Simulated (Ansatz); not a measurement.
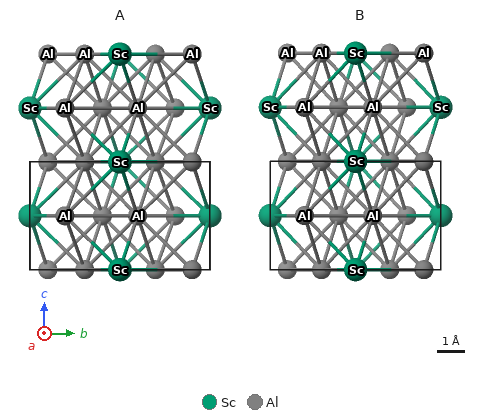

Two geometries of a crystal of ScAl4 (a generated structure, set up in C2/m) (coarse preliminary run), drawn at one scale. One is the start of a relaxation, the other its converged end. A ball-and-stick model of the conventional cell (2 times the calculation's cell), repeated 1 × 1 × 2 with one cell outlined, seen along the a axis. Lengths and directions refer to the drawn axes.

Computed with DFT PBE, scalar-relativistic, plane waves, PAW (Ansatz). (plane-wave cutoff 420 eV; k-point mesh 6 × 6 × 4; occupations gaussian; smearing width 0.1 eV; no spin polarisation; cell and atoms relaxed; force threshold 0.04 eV/Å; at most 70 steps)

> Which of the two is the end point?

Structure A is the relaxed one. The energy falls by 0.247 eV per cell of the calculation in 3 accepted moves (4 points after the start). The largest force component goes from 0.21 to 0.029 eV/Å. The pressure goes from 8.64 to −0.08 GPa. The SCF was repeated once at an unchanged geometry on a basis and grid sized afresh for the cell, which shifted the energy by 5.4 meV per cell of the calculation at most. The largest moves relative to the cell, 0.042 Å, are those of Al atoms. Sc stays in place. Cell: a 6.354 → 6.634 Å (+4.4 %), b 6.336 → 6.689 Å (+5.6 %), c 4.020 → 4.003 Å (−0.4 %), γ 90.1° → 90.6°. Volume +9.7 %. Some distances before and after: Al–Al 2.838 → 3.038 Å, Al–Sc 2.838 → 2.998 Å, Al–Sc 2.838 → 2.974 Å, Al–Al 2.838 → 2.973 Å. The space group stays C2/m (No. 12). The run took 20 s on 1 thread of Arm Neoverse V2 (shared host), peak memory 0.36 GiB.
